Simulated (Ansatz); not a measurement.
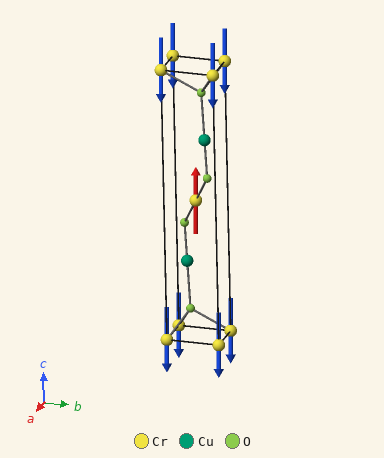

We look at a ball-and-stick model of the crystal slightly off an axis. Thin lines show the cell (the run's own, in a reduced setting), with boundary atoms drawn in all their periodic places. Arrows are the site magnetic moments above 0.25 μB (those induced on non-metal atoms are left out); longer means larger, and red and blue are up and down (without spin-orbit coupling the axis itself is arbitrary).

This is the state reached for CrCuO₂. Theory: DFT LDA, scalar-relativistic, plane waves, PAW (Ansatz 0.2.0). Numerical settings: a kinetic-energy cutoff of 420 eV, k-points about 0.20 Å⁻¹ apart, Gaussian smearing of 0.02 eV, collinear spins.

Question: How are the moments ordered?

Answer: Antiferromagnetic (within this cell). Site moments: 1 Cr +2.5 μB and 1 Cr −2.4 μB. The net spin moment of the whole cell is 0.0 μB.

Provenance: a structure listed in the Materials Project. The cell was then strained or its atoms displaced on purpose. Ansatz was used for an electronic-structure calculation on it.

At this level of theory the cell isn't at rest (stretched, at -19 GPa and forces up to 5.0 eV/Å), so its distances can differ from those at equilibrium, the more so the softer the solid, and its magnetic state may change on relaxation.
